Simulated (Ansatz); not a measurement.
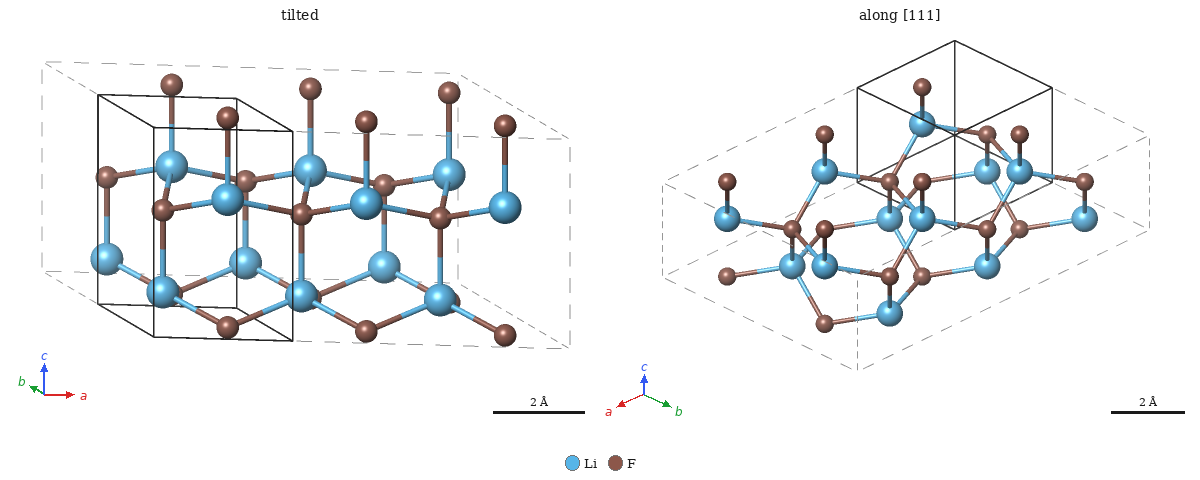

Drawn in the ball-and-stick manner and seen slightly off an axis and along [111]. The solid box is one conventional unit cell, and 3×2×1 cells are shown. Cell: a = 3.096 Å, b = 3.096 Å, c = 4.811 Å, α = 90.00°, β = 90.00°, γ = 120.00°.

Describe the arrangement of the atoms.

The solid is LiF. The atoms follow space group P6_3mc (No. 186); the Bravais lattice is primitive hexagonal. Its structure type: wurtzite. The cell comprises 2 formula units: 2 Li, 2 F. Around each Li lie four F in a tetrahedral arrangement at about 1.9 Å. Each F atom is coordinated by four Li in a tetrahedral arrangement at about 1.9 Å. The bonds build a three-dimensional framework.

The starting point was a structure listed in the Materials Project. What is shown is the relaxed result from DFT, PBEsol, plane waves, PAW (Ansatz).
